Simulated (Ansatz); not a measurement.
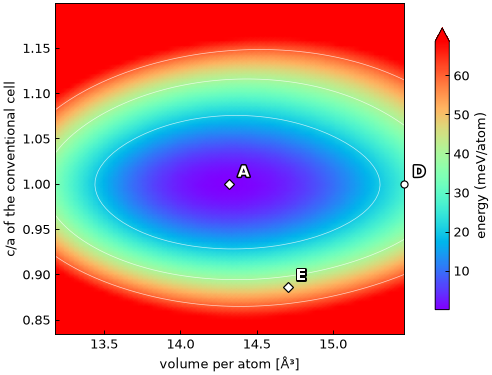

Al₃Cu (Pm-3m, No. 221; 4 atoms in the cell). The energy is mapped over volume and the cell's shape. The first coordinate is: volume per atom; the second: c/a of the conventional cell. Nothing is relaxed (symmetry fixes all fractional coordinates). Grid: 7 × 7 points. Points are written as (first, second). Energies are in meV/atom, from the lowest grid point. Level of theory: DFT LDA, scalar-relativistic, plane waves, PAW in Ansatz 0.2.0. Settings: cutoff 520 eV, k-mesh 12×12×12, gaussian smearing 0.15 eV, no spin polarisation.

Drawn: a smooth colour map with a few white contour lines, one colour for all values above the top of the scale, lettered points. Between grid points the surface is interpolated.

**Is A the lowest point of the computed grid?**

Yes. A, at (14.321 Å³, 1.000), has the lowest energy of the grid.

**Which space group has the cell at each letter?**

A: Pm-3m; D: Pm-3m; E: P4/mmm.

PAW datasets: the set soft_1.
